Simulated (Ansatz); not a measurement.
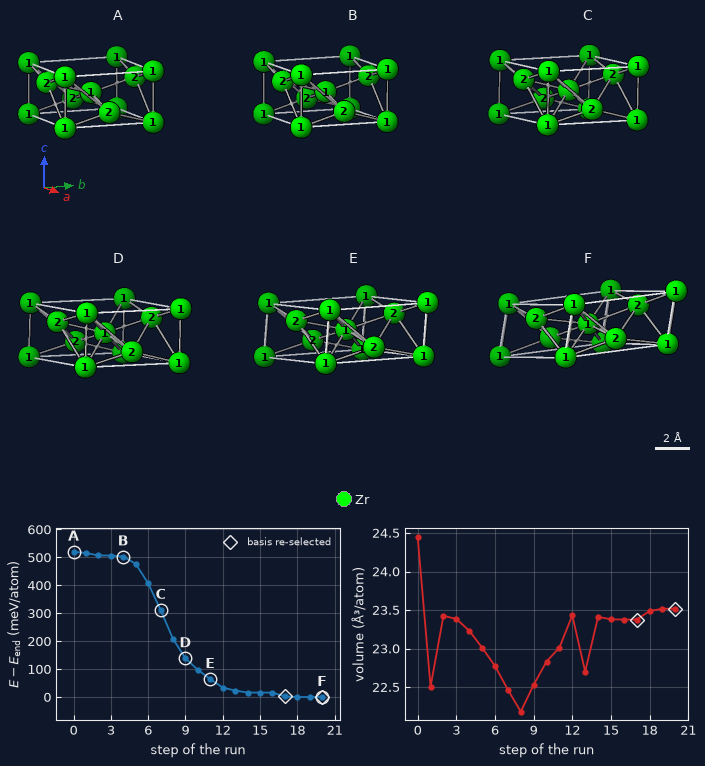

Frames of a relaxation of a crystal of Zr (a generated structure, set up in I4_1/amd), marked on the history of the run. A ball-and-stick model of the conventional cell (2 times the calculation's cell), seen slightly off an axis. Lengths and directions refer to the drawn axes.

Phase: beta-Sn type.

Theory: DFT, r2SCAN, plane waves (500 eV) with PAW, scalar-relativistic (Ansatz 0.2.0). (plane-wave cutoff 500 eV; k-point mesh 12 × 12 × 8; occupations fermi dirac; smearing width 0.1 eV; no spin polarisation; cell and atoms relaxed; force threshold 0.01 eV/Å; at most 60 steps)

### Describe the path.

After 18 accepted moves (20 points after the start) the energy has fallen by 520 meV per atom. Largest force component: 0.0012 eV/Å at the start, 0.00031 eV/Å at the end. Pressure: −3.19 GPa at the start and 0.00 GPa at the end. At 2 points the geometry stayed and the basis and grid were re-selected for the new cell (energy shift of 13.8 meV per atom at most each time). The largest moves relative to the cell, 0.23 Å, are those of Zr1 and Zr2. Zr1 goes along [−1 1 0]. The drawn cell changes as follows: a = b 5.637 → 6.093 Å (+8.1 %), c 3.078 → 3.244 Å (+5.4 %), α 90.0° → 74.6°, β 90.0° → 74.6°, γ 90.0° → 54.9°; the volume changes by −3.8 %. Among the contacts that change: Zr1–Zr1 4.272 → 3.245 Å, Zr1–Zr2 3.643 → 3.190 Å, Zr1–Zr2 (another image) 2.921 → 3.187 Å, Zr1–Zr1 (another image) 3.078 → 3.244 Å. New bonds form: Zr1–Zr1 (4.27 → 3.24 Å), Zr2–Zr2 (4.27 → 3.24 Å). The space group (tolerance 0.01 Å) goes from I4_1/amd (No. 141) to P6_3/mmc (No. 194). From step 0 to 4: volume −5.0 %, energy −17.0 meV per atom. From step 4 to 7: Zr atoms move most (0.03 Å), volume −3.3 %, energy −191 meV per atom. From step 7 to 9: Zr atoms move most (0.02 Å), volume +0.3 %, energy −173 meV per atom. From step 9 to 11: Zr atoms move most (0.08 Å), volume +2.1 %, energy −74.5 meV per atom. From step 11 to 20: Zr atoms move most (0.10 Å), volume +2.2 %, energy −64.2 meV per atom.

```
step  E − E(0), meV/atom  largest force component, eV/Å  pressure, GPa  volume, Å³/atom                      note
   0                0.00                         0.0012          -3.19           24.445                          
   1               -4.47                         0.0022           3.36           22.507                          
   2              -13.18                         0.0006          -0.10           23.425                          
   3              -13.63                         0.0043           0.00           23.385                          
   4              -17.02                         0.0066           0.31           23.232                          
   5              -43.39                         0.0134           0.62           23.012                          
   6             -113.10                         0.0466           1.02           22.774                          
   7             -208.31                         0.0990           2.23           22.467                          
   8             -312.32                         0.0839           3.78           22.183                          
   9             -381.51                         0.0621           2.36           22.530                          
  10             -423.13                         0.0399           1.48           22.832                          
  11             -456.06                         0.0531           1.08           23.013                          
  12             -486.31                         0.0273          -0.25           23.431                          
  13             -497.02                         0.0415           2.97           22.701                          
  14             -504.07                         0.0023          -0.11           23.411                          
  15             -504.30                         0.0002          -0.02           23.380                          
  16             -504.31                         0.0003           0.01           23.376                          
  17             -518.11                         0.0009           0.58           23.376  same geometry, new basis
  18             -520.11                         0.0004           0.12           23.488                          
  19             -520.20                         0.0003           0.00           23.517                          
  20             -520.29                         0.0003           0.00           23.517  same geometry, new basis
```
